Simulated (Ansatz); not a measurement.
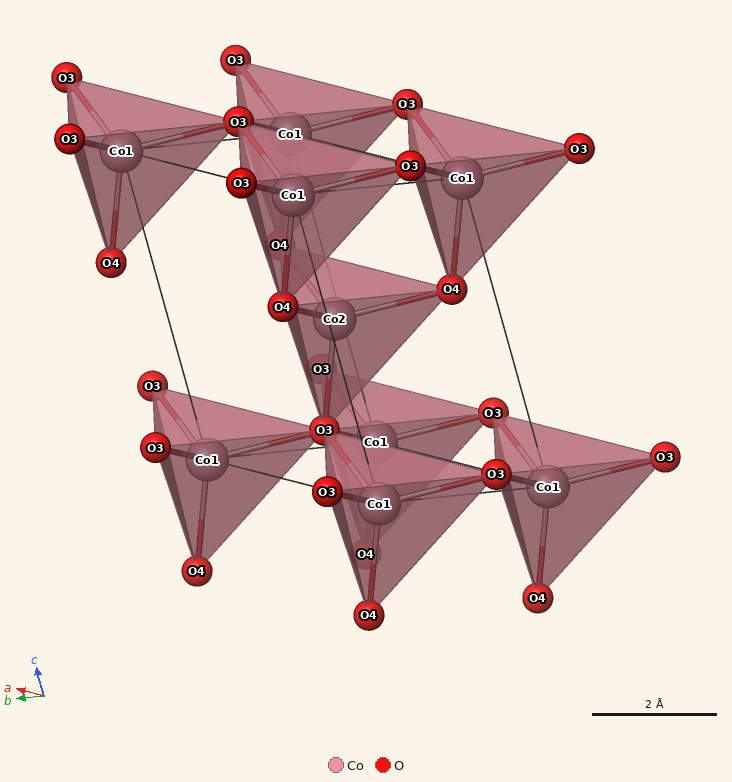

Fig. 1: The structure as given in the input (polyhedral view of the reduced cell, seen at an oblique angle; polyhedra are completed across the faces of the cell; atoms are numbered from 1 in the order of the input).

**CoO: one change and its effect**

System: CoO (R3m, 4 atoms in the cell).
Method of run 1: DFT PBE, scalar-relativistic, plane waves, PAW, spin-polarised (Ansatz 0.2.0).

The structure derives from a Materials Project entry. Text and figures count atoms from 1; the logs count them from 0 in places.

### Input, run 1
```yaml
crystal:
  lattice:
    - [1.6022198417, 0.9250420569, 5.1329417806]
    - [-1.6022198417, 0.9250420569, 5.1329417806]
    - [0.0, -1.8500841138, 5.1329417806]
  atoms:
    - { symbol: Co, position: [0.99948773, 0.99948773, 0.99948773] }
    - { symbol: Co, position: [0.49949059, 0.49949059, 0.49949059] }
    - { symbol: O, position: [0.37549553, 0.37549553, 0.37549553] }
    - { symbol: O, position: [0.8755255, 0.8755255, 0.8755255] }
basis:
  ecutwfc: 420
kpoints:
  mp_grid: { grid: [12, 12, 12] }
hamiltonian:
  xc: pbe
scf:
  occupations: { method: gaussian, width: 0.01 }
  lower_state_search: "off"
output:
  forces: true
  stress: true
  eigenvalues: true
magnetization:
  spin_polarized: true
  initial_magnetization: 0.0
  spin_locking: { lock_magnetization: hard }
```

Launched with:
```bash
ansatz run input.yaml --threads 1 --pin off --max-ram 2560MiB --backend cpu --events-out ev --progress --plain --runs-dir out
```

Hardware: 1 thread of Intel Xeon @ 2.50GHz (Skylake/Cascade Lake), 32 GiB of memory available, shared host.

### Output, shortened to warnings, some set-up lines, iterations and results (run 1)
```
Warning: output.stress: scf.convergence.dr2_threshold = 1e-7 eV (the SCF's general default) is looser than the 4e-10 eV advised for a printed stress (1e-10 eV for each atom of the cell: 4). What an SCF threshold leaves in a stress goes as its square root, and in the free energy as the threshold itself, and one threshold admits the most on a small cell: of the crystals measured, under no hybrid …
Basis set: ecut = 420 eV, 911 PW (Γ), FFT grids on a1−a3, a2−a3, a3, exchange–correlation on 48×48×80 points (8 copies of the dense FFT grid, shifted against one another)
Symmetry: 6 space group operations
k-points: 189 of 1728 (time reversal used)
Initial density: superposition of atomic densities (chi_scale 0.1, normalization cell, long waves kept (reshape's long-wave potential 0.00 eV rms))
[...]
SCF iter   1: F=—  HF=-11391.677376 eV  |F-HF|=—  |Δ(HF+E_count)|=         —  Δρ=2.14e-1 (↑2.14e-1 ↓2.14e-1)  dr2=6.72e1  dr2_m=0.00e0  M=0.000 μB ∫|m|=0.000 μB  β_m=0.30  …
SCF iter   2: F=—  HF=-11384.899351 eV  |F-HF|=—  |Δ(HF+E_count)|=    6.78e0  Δρ=6.90e-2 (↑6.90e-2 ↓6.90e-2)  dr2=3.49e0  dr2_m=0.00e0  M=0.000 μB ∫|m|=0.000 μB  β_m=0.27  …
SCF iter   3: F=—  HF=-11384.198277 eV  |F-HF|=—  |Δ(HF+E_count)|=   7.01e-1  Δρ=2.93e-2 (↑2.93e-2 ↓2.93e-2)  dr2=7.02e-1  dr2_m=0.00e0  M=0.000 μB ∫|m|=0.000 μB  β_m=0.64  …
SCF iter   4: F=—  HF=-11384.493003 eV  |F-HF|=—  |Δ(HF+E_count)|=   2.95e-1  Δρ=1.13e-1 (↑1.13e-1 ↓1.13e-1)  dr2=2.32e1  dr2_m=0.00e0  M=0.000 μB ∫|m|=0.000 μB  β_m=0.40  …
SCF iter   5: F=—  HF=-11384.118230 eV  |F-HF|=—  |Δ(HF+E_count)|=   3.75e-1  Δρ=3.78e-2 (↑3.78e-2 ↓3.78e-2)  dr2=2.63e0  dr2_m=0.00e0  M=0.000 μB ∫|m|=0.000 μB  β_m=0.37  …
[... 9 lines ...]
SCF iter  15: F=—  HF=-11384.080285 eV  |F-HF|=—  |Δ(HF+E_count)|=   4.79e-7  Δρ=2.82e-5 (↑2.82e-5 ↓2.82e-5)  dr2=1.47e-6  dr2_m=0.00e0  M=0.000 μB ∫|m|=0.000 μB  β_m=0.72  …
SCF iter  16: F=—  HF=-11384.080285 eV  |F-HF|=—  |Δ(HF+E_count)|=   3.27e-8  Δρ=2.99e-5 (↑2.99e-5 ↓2.99e-5)  dr2=1.61e-6  dr2_m=0.00e0  M=0.000 μB ∫|m|=0.000 μB  β_m=0.63  …
SCF iter  17: F=—  HF=-11384.080285 eV  |F-HF|=—  |Δ(HF+E_count)|=   1.91e-8  Δρ=1.40e-5 (↑1.40e-5 ↓1.40e-5)  dr2=3.49e-7  dr2_m=0.00e0  M=0.000 μB ∫|m|=0.000 μB  β_m=0.71  …
SCF iter  18: F=-11384.080285 eV  HF=-11384.080285 eV  |F-HF|=8.64e-8  |Δ(HF+E_count)|=   3.60e-9  Δρ=7.17e-6 (↑7.17e-6 ↓7.17e-6)  dr2=9.41e-8  dr2_m=0.00e0  M=0.000 μB …
SCF 1 converged in 18 iterations: F = -11384.080285 eV  dr2 = 9.41e-8
SCF converged after 18 iterations
Stability checked in part: among states of this total moment the steps that led to this state did not find it unstable. No probe was made; neither looks for a lower state of another moment (fixed_total_moment; see scf.lower_state_search)
Magnetization: 0.0000 μB (23.0000 up, 23.0000 down)
Absolute magnetization: 0.0000 μB (∫|ρ↑−ρ↓|)
Spin contamination: 0.0000 ħ² per cell (⟨S²⟩ above its minimum at these occupations)
Per-site moments (μB) at R_I (Å): [(0.0, 0.7874100006093925), (0.0, 0.7876185372767301), (0.0, 0.7876185372767301), (0.0, 0.7874100006093925)]
Free energy (F): -11384.080285 eV
Harris-Foulkes:  -11384.080285 eV  (|F-HF|=8.64e-8)
Internal energy: -11384.080075 eV  (E = F + TS)
E sigma→0 (E₀):  -11384.080180 eV
Entropy (-TS):   -0.000210 eV (-0.052 meV/atom)
Fermi energy:    11.215376 (↑ 11.215376, ↓ 11.215376) eV
--- Per-component energies (eV) ---
  E_band       = -731.732537
  E_kinetic    = 1239.015202
  E_local      = -7749.957492  (includes V_loc(G=0)·N_el)
  E_nonlocal   = 1022.335350
  E_hartree    = 3199.959633
  E_xc         = -457.303949
  E_vxc        = -587.666311  (∫ρ·V_xc dr)
  E_paw        = -3350.724120  (= ΣΔE_a)
  E_vpaw       = -1055.385004  (= ΣTr[D̂ρ^β])
  E_aug_tail   = 0.005129  (compensation charges beyond the density's cutoff)
  E_ewald      = -5287.409829
  E_smearing   = -0.000210  (= −TS)
  E_closure    = -0.000000  (closes the sum)
  Σ components = -11384.080285   (vs F -11384.080285, Δ=0.00e0)
--- Forces (eV/Å), atoms counted from 1 ---
  atom   1  Co     0.00000000    -0.00000000     0.19502351
  atom   2  Co     0.00000000    -0.00000000     0.19189069
  atom   3  O      0.00000000     0.00000000    -0.19190147
  atom   4  O      0.00000000     0.00000000    -0.19501632
  max |Σ_I F_I| component: 3.59e-6 eV/Å
--- Stress (GPa, compression-positive) ---
      -15.154753       0.000000       0.000000
        0.000000     -15.154753      -0.000000
        0.000000      -0.000000     -12.630360
  P = ⅓ Tr σ = -14.3133 GPa (-143.133 kbar)
```

The input of run 2 differs as follows (lines with − go, lines with + come):
```diff
-  initial_magnetization: 0.0
+  initial_magnetization: 3.0
```

Predict how the results change.

The total moment is fixed by the input in run 1 and run 2, so the state need not be the lowest. With the same functional and potentials, run 2 lies 113.9 meV per atom lower. The net moment of the cell goes from 0.00 to 3.00 μB. The pressure goes from −14.31 to −10.73 GPa. The largest force goes from 0.195 to 0.221 eV/Å. The SCF takes 20 iterations against 18. On the same kind of shared host run 2 took about 2.7 times as long.

### Output, shortened to warnings, some set-up lines, iterations and results (run 2)
```
Warning: output.stress: scf.convergence.dr2_threshold = 1e-7 eV (the SCF's general default) is looser than the 4e-10 eV advised for a printed stress (1e-10 eV for each atom of the cell: 4). What an SCF threshold leaves in a stress goes as its square root, and in the free energy as the threshold itself, and one threshold admits the most on a small cell: of the crystals measured, under no hybrid …
Basis set: ecut = 420 eV, 911 PW (Γ), FFT grids on a1−a3, a2−a3, a3, exchange–correlation on 48×48×80 points (8 copies of the dense FFT grid, shifted against one another)
Symmetry: 6 space group operations
k-points: 189 of 1728 (time reversal used)
Initial density: superposition of atomic densities (chi_scale 0.1, normalization cell, long waves kept (reshape's long-wave potential 0.00 eV rms))
[...]
SCF iter   1: F=—  HF=-11391.213816 eV  |F-HF|=—  |Δ(HF+E_count)|=         —  Δρ=2.18e-1 (↑2.18e-1 ↓2.02e-1)  dr2=6.44e1  dr2_m=6.78e-2  M=3.000 μB ∫|m|=3.000 μB  β_m=0.30  …
SCF iter   2: F=—  HF=-11384.728304 eV  |F-HF|=—  |Δ(HF+E_count)|=    6.49e0  Δρ=1.32e-1 (↑3.59e-2 ↓1.32e-1)  dr2=3.42e0  dr2_m=1.94e0  M=3.000 μB ∫|m|=3.016 μB  β_m=0.27  …
SCF iter   3: F=—  HF=-11384.224157 eV  |F-HF|=—  |Δ(HF+E_count)|=   5.04e-1  Δρ=7.43e-2 (↑4.51e-2 ↓7.43e-2)  dr2=7.05e-1  dr2_m=1.19e0  M=3.000 μB ∫|m|=3.018 μB  β_m=0.27  …
SCF iter   4: F=—  HF=-11384.421317 eV  |F-HF|=—  |Δ(HF+E_count)|=   1.97e-1  Δρ=3.93e-2 (↑3.41e-2 ↓3.93e-2)  dr2=8.88e-1  dr2_m=3.23e-1  M=3.000 μB ∫|m|=3.029 μB  β_m=0.48  …
SCF iter   5: F=—  HF=-11385.115736 eV  |F-HF|=—  |Δ(HF+E_count)|=   6.94e-1  Δρ=1.35e-1 (↑9.20e-2 ↓1.35e-1)  dr2=2.26e1  dr2_m=2.49e-1  M=3.000 μB ∫|m|=3.046 μB  β_m=0.31  …
[... 11 lines ...]
SCF iter  17: F=—  HF=-11384.535930 eV  |F-HF|=—  |Δ(HF+E_count)|=   5.40e-8  Δρ=3.30e-5 (↑9.43e-6 ↓3.30e-5)  dr2=7.39e-7  dr2_m=6.19e-8  M=3.000 μB ∫|m|=3.052 μB  β_m=0.96  …
SCF iter  18: F=-11384.535930 eV  HF=-11384.535930 eV  |F-HF|=1.21e-8  |Δ(HF+E_count)|=   3.82e-9  Δρ=1.21e-5 (↑1.21e-5 ↓7.30e-6)  dr2=2.66e-8  dr2_m=3.08e-8  M=3.000 μB …
SCF iter  19: F=—  HF=-11384.535930 eV  |F-HF|=—  |Δ(HF+E_count)|=   3.42e-8  Δρ=2.17e-5 (↑2.17e-5 ↓4.89e-6)  dr2=3.10e-7  dr2_m=3.51e-8  M=3.000 μB ∫|m|=3.052 μB  β_m=0.59  …
SCF iter  20: F=-11384.535930 eV  HF=-11384.535930 eV  |F-HF|=8.02e-9  |Δ(HF+E_count)|=   8.37e-9  Δρ=7.98e-6 (↑5.84e-6 ↓7.98e-6)  dr2=1.29e-8  dr2_m=1.72e-8  M=3.000 μB …
SCF 1 converged in 20 iterations: F = -11384.535930 eV  dr2 = 1.29e-8
SCF converged after 20 iterations
Stability checked in part: among states of this total moment the steps that led to this state did not find it unstable. No probe was made; neither looks for a lower state of another moment (fixed_total_moment; see scf.lower_state_search)
Magnetization: 3.0000 μB (24.5000 up, 21.5000 down)
Absolute magnetization: 3.0521 μB (∫|ρ↑−ρ↓|, with the PAW one-centre terms)
Spin contamination: 0.0590 ħ² per cell (⟨S²⟩ above its minimum at these occupations)
Per-site moments (μB) at R_I (Å): [(1.3017405698529152, 0.7874100006093925), (1.3047688804464608, 0.7876185372767301), (0.08573582634036814, 0.7876185372767301), (0.0857841130243012, 0.7874100006093925)]
Free energy (F): -11384.535930 eV
Harris-Foulkes:  -11384.535930 eV  (|F-HF|=8.02e-9)
Internal energy: -11384.535695 eV  (E = F + TS)
E sigma→0 (E₀):  -11384.535813 eV
Entropy (-TS):   -0.000234 eV (-0.059 meV/atom)
Fermi energy:    11.137467 (↑ 10.857512, ↓ 11.417421) eV
--- Per-component energies (eV) ---
  E_band       = -735.744063
  E_kinetic    = 1238.297352
  E_local      = -7744.391105  (includes V_loc(G=0)·N_el)
  E_nonlocal   = 1021.690849
  E_hartree    = 3195.184364
  E_xc         = -457.381668
  E_vxc        = -587.750549  (∫ρ·V_xc dr)
  E_paw        = -3350.530823  (= ΣΔE_a)
  E_vpaw       = -1053.956116  (= ΣTr[D̂ρ^β])
  E_aug_tail   = 0.005165  (compensation charges beyond the density's cutoff)
  E_ewald      = -5287.409829
  E_smearing   = -0.000234  (= −TS)
  E_closure    = 0.000000  (closes the sum)
  Σ components = -11384.535930   (vs F -11384.535930, Δ=0.00e0)
--- Forces (eV/Å), atoms counted from 1 ---
  atom   1  Co    -0.00000000    -0.00000000     0.22104730
  atom   2  Co    -0.00000000    -0.00000000     0.21623862
  atom   3  O      0.00000000     0.00000000    -0.21653707
  atom   4  O     -0.00000000     0.00000000    -0.22077397
  max |Σ_I F_I| component: 2.51e-5 eV/Å
--- Stress (GPa, compression-positive) ---
      -11.716224       0.000000       0.000000
        0.000000     -11.716224       0.000000
        0.000000       0.000000      -8.744770
  P = ⅓ Tr σ = -10.7257 GPa (-107.257 kbar)
```

### The two runs side by side

| quantity | run 1 | run 2 |
| --- | --- | --- |
| outcome | converged | converged |
| free energy per atom (eV) | −2846.0201 | −2846.1340 |
| gap on the mesh (eV) | 0.00 | 0.00 |
| net moment of the cell (μB) | 0.00 | 3.00 |
| absolute moment of the cell (μB) | 0.00 | 3.05 |
| pressure (GPa) | −14.31 | −10.73 |
| largest force (eV/Å) | 0.195 | 0.221 |
| SCF iterations | 18 | 20 |
| irreducible k-points | 189 | 189 |
| plane waves at Γ | 911 | 911 |
| wall time (shared host) | 35 s | 94 s |

For both runs: Warnings: the SCF threshold is looser than advised for the printed stress. For run 1: The cell is under a tension of 14.3 GPa at this level, so it is not at its equilibrium volume. For run 2: The cell is under a tension of 10.7 GPa at this level, so it is not at its equilibrium volume.
